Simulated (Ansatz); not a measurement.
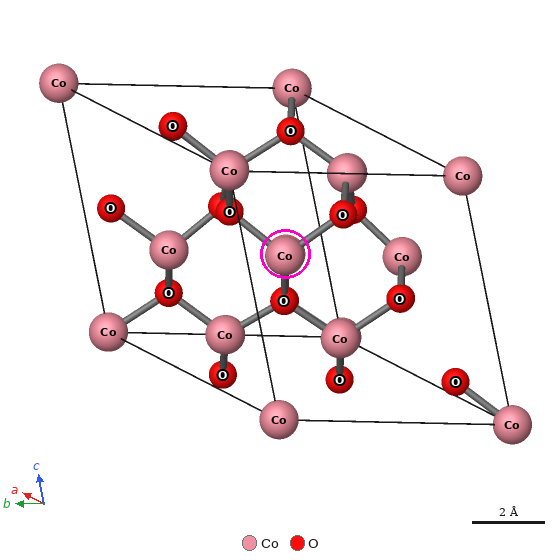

Ball-and-stick drawing of the structure, looking from a general direction. The wireframe shows the supercell. The host is CoO, in a cell of 28 sites, and the cell is neutral. A ring marks the defect's site.

**What kind of defect was put in?**

A cobalt vacancy. Around the empty site lie four O at about 2.2 to 2.3 Å.

The atoms were relaxed in the host's cell with DFT PBE+U, scalar-relativistic, plane waves, PAW in Ansatz.
